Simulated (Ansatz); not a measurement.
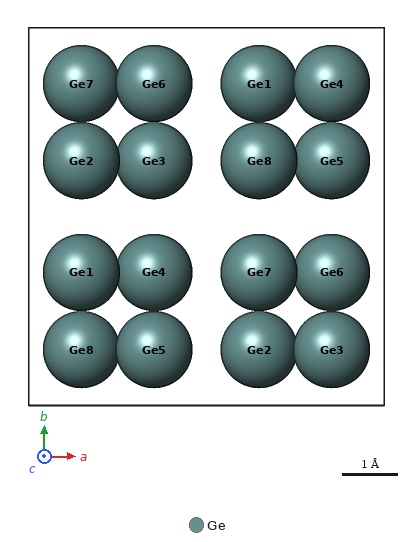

Figure 1. The structure (spheres-only view of the cell 2 times as large as that of the calculation, set on its symmetry axes, along the c axis; atoms are numbered from 1 in the order of the input). An atom can appear more than once, as a periodic image.

# Ge: a failed or faulty run and its cure

System: Ge (Ibca, 8 atoms in the cell).
Method of run 1: DFT, PBEsol, plane waves, PAW (Ansatz 0.2.0).

The structure derives from a Materials Project entry. Text and figures count atoms from 1; the logs count them from 0 in places.

### Input, run 1
```yaml
crystal:
  lattice:
    - [-3.6778428839, 3.2614833121, 3.469663098]
    - [3.6778428839, -3.2614833121, 3.469663098]
    - [3.6778428839, 3.2614833121, -3.469663098]
  atoms:
    - { symbol: Ge, position: [0.5, 0.0, 0.7958385093] }
    - { symbol: Ge, position: [0.7958385093, 0.5, 0.0] }
    - { symbol: Ge, position: [0.0, 0.7958385093, 0.5] }
    - { symbol: Ge, position: [0.7041614907, 0.7041614907, 0.7041614907] }
    - { symbol: Ge, position: [0.5, 0.0, 0.2041614907] }
    - { symbol: Ge, position: [0.2041614907, 0.5, 0.0] }
    - { symbol: Ge, position: [0.0, 0.2041614907, 0.5] }
    - { symbol: Ge, position: [0.2958385093, 0.2958385093, 0.2958385093] }
basis:
  ecutwfc: 420
kpoints:
  mp_grid: { grid: [8, 8, 8] }
hamiltonian:
  xc: pbesol
scf:
  occupations: { method: gaussian, width: 0.15 }
  mixing: { algorithm: anderson, beta: 1.5, ndim: 1, preconditioner: none }
  max_iter: 80
output:
  forces: true
  eigenvalues: true
  stress: true
```

Launched with:
```bash
ansatz run input.yaml --threads 2 --pin off --max-ram 5120MiB --backend cpu --events-out ev --progress --plain --runs-dir out
```

Hardware: 2 threads of Arm Neoverse V2, 24 GiB of memory available, shared host.

### Output (run 1)
```
Error: invalid value for `scf.mixing.beta`: must be finite and in (0, 1]; got 1.5
```

### What went wrong, and how is the input to be mended?

The input was spoiled on purpose: mixing far too strong (`scf.mixing`). Undamped mixing lets the charge slosh. The program refused the input: “invalid value for `scf.mixing.beta`: must be finite and in (0, 1]; got 1.5”

A run of the same system that converges differs from this input as follows (lines with − go, lines with + come):
```diff
-  mixing: { algorithm: anderson, beta: 1.5, ndim: 1, preconditioner: none }
-  max_iter: 80
```

### Output, shortened to warnings, some set-up lines, iterations and results (run 2)
```
Basis set: ecut = 420 eV, 3233 PW (Γ), exchange–correlation on 90×90×90 points (8 copies of the dense FFT grid, shifted against one another)
Symmetry: 8 space group operations
k-points: 95 of 512
Initial density: superposition of atomic densities (neutral atoms: chi_scale 0, normalization atom), corrected by the library's trained network
[...]
SCF iter   1: F=—  HF=-34026.663691 eV  |F-HF|=—  |Δ(HF+E_count)|=         —  Δρ=2.14e-3  dr2=5.62e-3  ethr=1.77e-3  ⟨swp⟩=5.4  Hψ=22501  notcnv=0  defer=1
SCF iter   2: F=—  HF=-34026.658232 eV  |F-HF|=—  |Δ(HF+E_count)|=   5.46e-3  Δρ=1.50e-3  dr2=2.83e-3  ethr=5.01e-6  ⟨swp⟩=2.7  Hψ=12841  notcnv=0  defer=1
SCF iter   3: F=—  HF=-34026.658628 eV  |F-HF|=—  |Δ(HF+E_count)|=   3.95e-4  Δρ=8.55e-4  dr2=4.71e-4  ethr=2.53e-6  ⟨swp⟩=2.0  Hψ=11354  notcnv=0  defer=1
SCF iter   4: F=—  HF=-34026.657845 eV  |F-HF|=—  |Δ(HF+E_count)|=   7.83e-4  Δρ=2.42e-4  dr2=7.93e-5  ethr=4.21e-7  ⟨swp⟩=2.0  Hψ=11348  notcnv=0  defer=1
SCF iter   5: F=—  HF=-34026.657903 eV  |F-HF|=—  |Δ(HF+E_count)|=   5.83e-5  Δρ=1.63e-4  dr2=2.25e-5  ethr=7.08e-8  ⟨swp⟩=1.4  Hψ=6412  notcnv=0  defer=1
SCF iter   6: F=—  HF=-34026.657895 eV  |F-HF|=—  |Δ(HF+E_count)|=   8.04e-6  Δρ=3.28e-5  dr2=1.03e-6  ethr=2.01e-8  ⟨swp⟩=2.0  Hψ=10029  notcnv=0  defer=1
SCF iter   7: F=-34026.657894 eV  HF=-34026.657894 eV  |F-HF|=8.18e-9  |Δ(HF+E_count)|=   6.35e-7  Δρ=4.10e-6  dr2=2.70e-8  ethr=8.93e-11  ⟨swp⟩=5.8  Hψ=28195  notcnv=0
SCF 1 converged in 7 iterations: F = -34026.657894 eV  dr2 = 2.70e-8
SCF converged after 7 iterations
Free energy (F): -34026.657894 eV
Harris-Foulkes:  -34026.657894 eV  (|F-HF|=8.18e-9)
Internal energy: -34026.637887 eV  (E = F + TS)
E sigma→0 (E₀):  -34026.647891 eV
Entropy (-TS):   -0.020007 eV (-2.501 meV/atom)
Fermi energy:    9.402714 eV
--- Per-component energies (eV) ---
  E_band       = -1092.167844
  E_kinetic    = 891.630678
  E_local      = -18696.840362  (includes V_loc(G=0)·N_el)
  E_nonlocal   = 3356.124238
  E_hartree    = 8185.646481
  E_xc         = -600.410787
  E_vxc        = -518.542976  (∫ρ·V_xc dr)
  E_paw        = -15827.278690  (= ΣΔE_a)
  E_vpaw       = -2495.842697  (= ΣTr[D̂ρ^β])
  E_aug_tail   = 0.002428  (compensation charges beyond the density's cutoff)
  E_ewald      = -11342.855362
  E_core_change = 7.343490  (= ΣΔE_core)
  E_smearing   = -0.020007  (= −TS)
  E_closure    = -0.000000  (closes the sum)
  Σ components = -34026.657894   (vs F -34026.657894, Δ=0.00e0)
--- Forces (eV/Å), atoms counted from 1 ---
  atom   1  Ge    -0.14289241     0.50264866     0.44924049
  atom   2  Ge     0.14289241     0.50264866    -0.44924049
  atom   3  Ge    -0.14289241    -0.50264866    -0.44924049
  atom   4  Ge     0.14289241    -0.50264866     0.44924049
  atom   5  Ge     0.14289241    -0.50264866    -0.44924049
  atom   6  Ge    -0.14289241    -0.50264866     0.44924049
  atom   7  Ge     0.14289241     0.50264866     0.44924049
  atom   8  Ge    -0.14289241     0.50264866    -0.44924049
  max |Σ_I F_I| component: 5.55e-17 eV/Å
--- Stress (GPa, compression-positive) ---
       -5.471520       0.000000       0.000000
        0.000000       7.004076       0.000000
        0.000000       0.000000       1.319098
  P = ⅓ Tr σ = 0.9506 GPa (9.506 kbar)
```

### The two runs side by side

| quantity | run 1 | run 2 |
| --- | --- | --- |
| outcome | refused | converged |
| free energy per atom (eV) | – | −4253.3322 |
| gap on the mesh (eV) | – | 0.00 |
| pressure (GPa) | – | 0.95 |
| volume per atom (Å³) | – | 20.81 |
| largest force (eV/Å) | – | 0.689 |
| SCF iterations | – | 7 |
| irreducible k-points | – | 95 |
| plane waves at Γ | – | 3233 |
